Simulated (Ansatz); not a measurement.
Wannier-function calculation of MoTe$_{2}$

MoTe$_{2}$ (6 atoms in the cell), computed with maximally localised Wannier functions of PBE bands, plane waves, PAW, no spin polarisation (Ansatz 0.2.0).

The structure derives from an entry of the Crystallography Open Database. The geometry comes from this level: r2scan-rvv10. It belongs to a series of runs on one base structure; here: metal d.

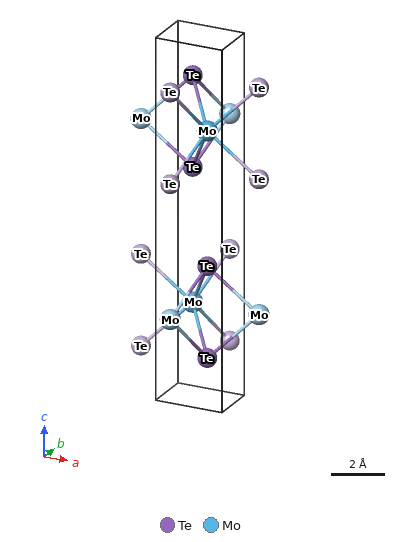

**Figure 1.** The structure as given in the input (ball-and-stick view of the cell of the calculation, seen slightly off an axis; neighbours outside the cell are drawn fainter).

## Input
```yaml
crystal:
  lattice:
    - [3.5421276613, 0.0, 0.0]
    - [-1.7710638307, 3.0675725381, 0.0]
    - [0.0, 0.0, 14.1766426936]
  atoms:
    - { symbol: Te, position: [0.3333333333, 0.6666666667, 0.6234149306] }
    - { symbol: Te, position: [0.6666666667, 0.3333333333, 0.1234149306] }
    - { symbol: Te, position: [0.3333333333, 0.6666666667, 0.8765850694] }
    - { symbol: Te, position: [0.6666666667, 0.3333333333, 0.3765850694] }
    - { symbol: Mo, position: [0.3333333333, 0.6666666667, 0.25] }
    - { symbol: Mo, position: [0.6666666667, 0.3333333333, 0.75] }
kpoints:
  mp_grid: { grid: [6, 6, 2] }
  band_path:
    path:
      - [[0.0, 0.0, 0.0], [0.5, -1.73326747584e-17, 0.0], [0.3333333333333, 0.3333333333333, 0.0], [0.0, 0.0, 0.0], [0.0, 0.0, 0.5], [0.5, -1.73326747584e-17, 0.5], [0.3333333333333, 0.3333333333333, 0.5], [0.0, 0.0, 0.5]]
      - [[0.5, -1.73326747584e-17, 0.5], [0.5, -1.73326747584e-17, 0.0]]
      - [[0.3333333333333, 0.3333333333333, 0.5], [0.3333333333333, 0.3333333333333, 0.0]]
    npoints: 10
hamiltonian:
  xc: pbe
scf:
  occupations: { method: fixed }
  n_extra_bands: 6
output:
  forces: false
  stress: false
  eigenvalues: true
  wannier:
    kmesh: [6, 6, 2]
    projections: [{ species: Mo, l: d, shell: 4 }]
    minimise: true
    write_hr: true
    conv_tol: 1.0e-08
    max_iter: 3000
```

## File wannier.win
```
! ansatz wannier90 interface
! projections by site (counted from 0) and shell: 4 4D, 5 4D
! states of the run's bands (counted from 1): combinations of 33-52
! their least projectability: 0.3564
num_bands = 10
num_wann  = 10
num_iter  = 2000
conv_tol = 1e-8
conv_window = 5
guiding_centres = true
write_hr = true

begin unit_cell_cart
Ang
       3.5421276612807384   2.8867504745242986e-11                      0.0
      -1.7710638306653692        3.067572538102247                      0.0
                      0.0                      0.0            14.1766426936
end unit_cell_cart

begin atoms_frac
Te        0.3333333333333333       0.6666666666666666             0.6234149306
Te        0.6666666666666666       0.3333333333333333             0.1234149306
Te        0.3333333333333333       0.6666666666666666             0.8765850694
Te        0.6666666666666666       0.3333333333333333             0.3765850694
Mo        0.3333333333333333       0.6666666666666666                     0.25
Mo        0.6666666666666666       0.3333333333333333                     0.75
end atoms_frac

mp_grid = 6 6 2
```

Run on 4 threads of Arm Neoverse V2, 24 GiB of memory available, shared host.

Run as:
```bash
ansatz run input.yaml --threads 4 --pin off --max-ram 5529MiB --backend cpu --events-out ev --progress --plain --runs-dir out
```

## What the program printed
```
scf.n_extra_bands = 6 over 46 filled bands (N_el = 92.0): the run solves 52 bands
Engine: ansatz 0.2.0, aarch64-unknown-linux-gnu
Pseudopotentials: kind: paw
Pseudopotential: Te, paw, valence charge 16, recommended cutoff 420 eV (normal), Te.paw.azcp
Pseudopotential: Mo, paw, valence charge 14, recommended cutoff 420 eV (normal), Mo.paw.azcp
Functional definition: PBE
  parameter kappa = 0.804
  parameter beta = 0.06672455060314922
  exchange = pbe_x(kappa = kappa, mu = beta*pi^2/3)
  correlation = pbe_c(beta = beta)
Crystal: 6 atoms, lattice volume = 154.040 Å³
Basis set: ecut = 420 eV, 2981 PW (Γ)
Bands: 52, of which v1, the nominal top of the filled ones, is band 46 counted from 1 (45 counted from 0)
Symmetry: 24 space group operations
Space group: P63/mmc (ITA 194), of the structure as read, at distance tolerance 5.4e-5 Å
k-points: 14 of 72
Non-local potential: Te, projectors of the file, l = 0: 2, l = 1: 2, l = 2: 2, l = 3: 2
Non-local potential: Mo, projectors of the file, l = 0: 3, l = 1: 2, l = 2: 2, l = 3: 1
PAW form: soft (Blöchl's): semilocal exchange-correlation on the pseudo side does not see the compensation charge
PAW one-centre angular grid: Te, 590 points (default); XC on 64 Gauss nodes
PAW one-centre angular grid: Mo, 590 points (default); XC on 64 Gauss nodes
Initial density: superposition of atomic densities (neutral atoms: chi_scale 0, normalization atom), corrected by the library's trained network
Initial wavefunctions: pseudopotential atomic-orbital guess
Functional: x = pbe(κ = 0.804, μ = 0.2195149727645171), c = pbe(β = 0.06672455060314922)
SCF iter   1: F=—  HF=-37833.423398 eV  |F-HF|=—  |Δ(HF+E_count)|=         —  Δρ=4.13e-3  dr2=7.63e-3  ethr=1.77e-3  ⟨swp⟩=5.2  Hψ=2322  notcnv=0  defer=39
preconditioner: auto → Resta (q_TF=auto, 2.504 Å⁻¹)  ε∞=8.9  [insulator: Δε(μ)=0.888 eV  Ē_g=6.367 eV  n_scr=52 (ndim 8)  ℏωp=18.0 eV  f_vac=0.026  ε∞_Penn≈8.9]
SCF iter   2: F=—  HF=-37833.431757 eV  |F-HF|=—  |Δ(HF+E_count)|=   8.36e-3  Δρ=2.43e-3  dr2=2.77e-3  ethr=8.29e-6  ⟨swp⟩=2.4  Hψ=1157  notcnv=0  defer=56
SCF iter   3: F=—  HF=-37833.436090 eV  |F-HF|=—  |Δ(HF+E_count)|=   4.33e-3  Δρ=2.49e-4  dr2=2.22e-4  ethr=3.01e-6  ⟨swp⟩=2.0  Hψ=988  notcnv=0  defer=54
SCF iter   4: F=—  HF=-37833.436110 eV  |F-HF|=—  |Δ(HF+E_count)|=   2.00e-5  Δρ=1.34e-4  dr2=3.95e-5  ethr=2.42e-7  ⟨swp⟩=2.0  Hψ=895  notcnv=0  defer=51
SCF iter   5: F=—  HF=-37833.436122 eV  |F-HF|=—  |Δ(HF+E_count)|=   1.19e-5  Δρ=5.77e-5  dr2=6.01e-6  ethr=4.30e-8  ⟨swp⟩=2.0  Hψ=889  notcnv=0  defer=32
SCF iter   6: F=—  HF=-37833.436134 eV  |F-HF|=—  |Δ(HF+E_count)|=   1.25e-5  Δρ=1.84e-5  dr2=7.27e-7  ethr=6.53e-9  ⟨swp⟩=2.0  Hψ=948  notcnv=0  defer=33
SCF iter   7: F=-37833.436135 eV  HF=-37833.436135 eV  |F-HF|=4.35e-8  |Δ(HF+E_count)|=   1.36e-6  Δρ=5.76e-6  dr2=7.46e-8  ethr=1.09e-10  ⟨swp⟩=7.6  Hψ=2640  notcnv=0
SCF 1 converged in 7 iterations: F = -37833.436135 eV  dr2 = 7.46e-8
  greatest PAW one-centre occupation: 0.998 electrons in one spin orbital (limit 2), on the Mo atom at site 5 (counted from 0), in its partial waves of l = 0
NSCF: frozen V_eff on 93 k-points
NSCF: frozen V_eff on 18 k-points
the Wannier pass solved 18 of the 72 points of its mesh, and has the states at the others by symmetry: states obtained by the crystal's operations at points that were solved too leave a residual of 3.94e-13 eV (read by the count's bands and the next), within 8.33e-6 eV
NSCF: frozen V_eff on 18 k-points
the Wannier pass solved 18 of the 72 points of its mesh, and has the states at the others by symmetry: states obtained by the crystal's operations at points that were solved too leave a residual of 5.25e-13 eV (read by the count's bands and the next), within 8.33e-6 eV
SCF converged after 7 iterations
Free energy (F): -37833.436135 eV
Harris-Foulkes:  -37833.436135 eV  (|F-HF|=4.35e-8)
Internal energy: -37833.436135 eV  (E = F + TS)
E sigma→0 (E₀):  -37833.436135 eV
Fermi energy:    11.981326 eV
--- Per-component energies (eV) ---
  E_band       = -1186.623762
  E_kinetic    = 1608.321658
  E_local      = -7744.305298  (includes V_loc(G=0)·N_el)
  E_nonlocal   = -952.653701
  E_hartree    = 4294.428579
  E_xc         = -865.412281
  E_vxc        = -876.443944  (∫ρ·V_xc dr)
  E_paw        = -25053.927018  (= ΣΔE_a)
  E_vpaw       = -1810.401675  (= ΣTr[D̂ρ^β])
  E_aug_tail   = -0.000580  (compensation charges beyond the density's cutoff)
  E_ewald      = -9119.887494
  E_smearing   = -0.000000  (= −TS)
  E_closure    = 0.000000  (closes the sum)
  Σ components = -37833.436135   (vs F -37833.436135, Δ=0.00e0)
--- Band table (eV; the first three rows and the last of 14) ---
  k-point 0: bands = ["-48.8327", "-48.8327", "-24.6958", "-24.6958", "-24.6955", "-24.6955", "-24.6840", "-24.6840", "-24.6839", "-24.6839", "-24.6303", "-24.6303", "-24.6293", "-24.6293", "-24.6193", "-24.6193", "-24.6184", "-24.6184", "-24.6081", "-24.6070", "-24.5987", "-24.5976", "-22.9862", "-22.9862", "-22.8531", "-22.8531", "-22.8531", "-22.8531", "-0.9289", "-0.6714", "-0.0440", "0.3663", "6.2537", "7.3887", "9.0674", "10.1365", "10.1365", "10.1492", "10.1492", "10.9175", "10.9175", "10.9462", "10.9462", "11.0296", "11.5772", "11.9813", "14.8506", "14.8506", "14.9565", "14.9565", "15.0903", "15.0903"]
  k-point 1: bands = ["-48.8327", "-48.8327", "-24.6956", "-24.6956", "-24.6956", "-24.6956", "-24.6839", "-24.6839", "-24.6839", "-24.6839", "-24.6299", "-24.6299", "-24.6299", "-24.6299", "-24.6189", "-24.6189", "-24.6189", "-24.6189", "-24.6076", "-24.6076", "-24.5981", "-24.5981", "-22.9862", "-22.9862", "-22.8531", "-22.8531", "-22.8531", "-22.8531", "-0.8246", "-0.8246", "0.1831", "0.1831", "6.7029", "6.7029", "10.0438", "10.0438", "10.1428", "10.1428", "10.1428", "10.1428", "10.9319", "10.9319", "10.9319", "10.9319", "11.8848", "11.8848", "14.8847", "14.8847", "14.8847", "14.8847", "15.2118", "15.2118"]
  k-point 2: bands = ["-48.8307", "-48.8307", "-24.6930", "-24.6928", "-24.6902", "-24.6900", "-24.6883", "-24.6881", "-24.6792", "-24.6790", "-24.6324", "-24.6314", "-24.6312", "-24.6305", "-24.6258", "-24.6250", "-24.6199", "-24.6189", "-24.6058", "-24.6051", "-24.5959", "-24.5950", "-22.9694", "-22.9694", "-22.8864", "-22.8864", "-22.8592", "-22.8591", "-0.5548", "-0.3034", "0.2281", "0.6068", "6.6592", "7.7627", "8.8315", "9.3289", "9.3923", "9.8941", "10.4267", "10.4599", "10.4665", "10.5146", "10.7681", "11.0710", "11.5620", "11.6762", "13.7692", "14.0200", "14.0786", "14.2792", "14.3729", "14.6442"]
  k-point 13: bands = ["-48.8233", "-48.8233", "-24.6996", "-24.6996", "-24.6786", "-24.6786", "-24.6729", "-24.6729", "-24.6724", "-24.6724", "-24.6489", "-24.6489", "-24.6368", "-24.6368", "-24.6243", "-24.6243", "-24.6242", "-24.6242", "-24.6010", "-24.6010", "-24.5864", "-24.5864", "-22.9625", "-22.9625", "-22.9198", "-22.9198", "-22.9119", "-22.9119", "1.4656", "1.4656", "1.6997", "1.6997", "7.2871", "7.2871", "7.4268", "7.4268", "8.0249", "8.0249", "8.4858", "8.4858", "9.2306", "9.2306", "10.0571", "10.0571", "11.7939", "11.7939", "12.9129", "12.9129", "13.6735", "13.6735", "14.3388", "14.3388"]
Wannier search: line search 1 of at most 3000: gauge-dependent spread (as the search counts it) 2.0109976 Å², largest recent change 2.1e-1 Å² and fall left 2.5e-4 Å² against conv_tol 1.0e-8 Å², 0 stops escaped
WARN: [file] a band of the set crosses the run's gap, since the projections lie in filled bands at some points and in empty ones at others. For the bands on one side, type output.wannier.disentanglement.window
```

## File wannier.spreads.toml
```
omega_i_ang2 = 43.03303659254725
omega_d_ang2 = 0.35688997022500685
omega_od_ang2 = 1.6389152199483454
omega_total_ang2 = 45.0288417827206
least_projectability = 0.35639893666357647
b_vectors_match_mmn = true
n_iter = 28
converged = true
rejected_fitted_steps = 0

[[wannier]]
r = [1.771063830102167, 1.0989457709222523, 10.632482014002834]
spread = 3.09778690592222

[[wannier]]
r = [0.0000000008272938572817172, 1.9686267678943496, 3.544160680358957]
spread = 3.0977869061406054

[[wannier]]
r = [0.06617737236842161, 2.083259088081899, 3.544160669455255]
spread = 3.097833545590273

[[wannier]]
r = [1.837241203386154, 0.9843134520490439, 10.632482023375475]
spread = 3.0978335473066636

[[wannier]]
r = [1.7048864581550127, 0.9843134505482113, 10.632482022391073]
spread = 3.0978335485803115

[[wannier]]
r = [-0.06617737317927133, 2.0832590853453072, 3.544160671646581]
spread = 3.097833550658276

[[wannier]]
r = [1.7710562590927665, 0.7457451949945846, 10.632482030853286]
spread = 6.598627463057213

[[wannier]]
r = [-0.000007559252348254476, 2.321827342846755, 3.5441606634341243]
spread = 6.598627465191829

[[wannier]]
r = [0.000008007435428609144, 1.7758444436693175, 3.544160682199719]
spread = 6.6223394232048935

[[wannier]]
r = [1.7710718525245202, 1.2917280945510596, 10.632482010571843]
spread = 6.622339427068425

[[curvature_check]]
after_line_search = 14
omega_tilde_before_ang2 = 2.0044848530360593
krylov_steps = 56
lowest_ritz_value_ang2 = -0.017373483169124758
residual_ang2 = 8.126631298563496e-17
settled = true
first_negative_step = 4
curvature_along_ang2 = -0.017373319460924786
angle_rad = 0.9637982526104054
omega_tilde_after_ang2 = 1.9983683525430849
outcome = "escaped"

[[curvature_check]]
after_line_search = 28
omega_tilde_before_ang2 = 1.9958051901733522
krylov_steps = 47
lowest_ritz_value_ang2 = 0.000145858701552732
residual_ang2 = 9.992290211934316e-13
settled = true
outcome = "no-negative-curvature"
```

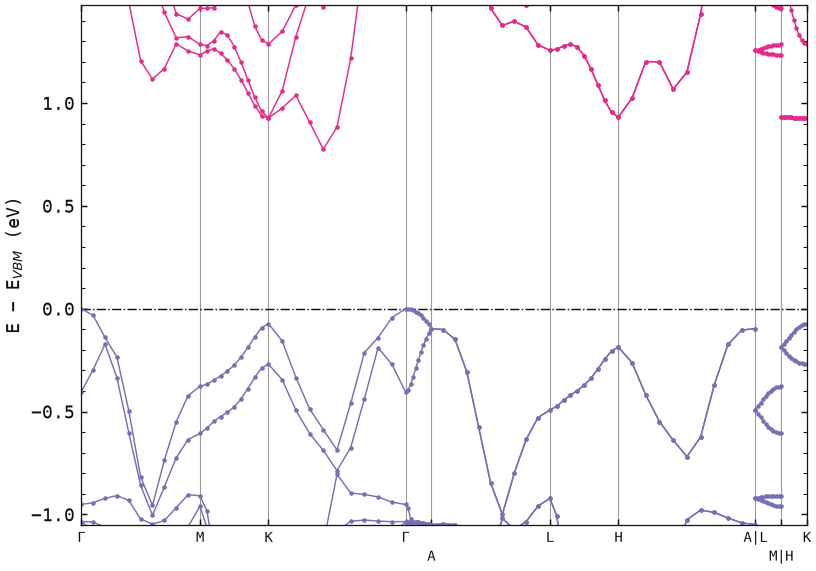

**Figure 2.** Band structure along Γ–M–K–Γ–A–L–H–A|L–M|H–K, with energies from the valence-band top. There is a gap of 0.78 eV on this path, indirect, from Γ to between K and Γ.

## Key numbers

```tsv
quantity	value
outcome	converged
space group (tolerance 0.01 Å)	P6₃/mmc (194)
electrons treated	92
free energy	−37833.4361 eV
total spread of the Wannier functions	45.029 Å²
Fermi energy	11.981 eV
gap on the k-point mesh	0.88 eV
wall time	14 s (CPU time 53 s)
peak memory	0.65 GiB
```

Spin-orbit coupling is left out, which matters for Te.
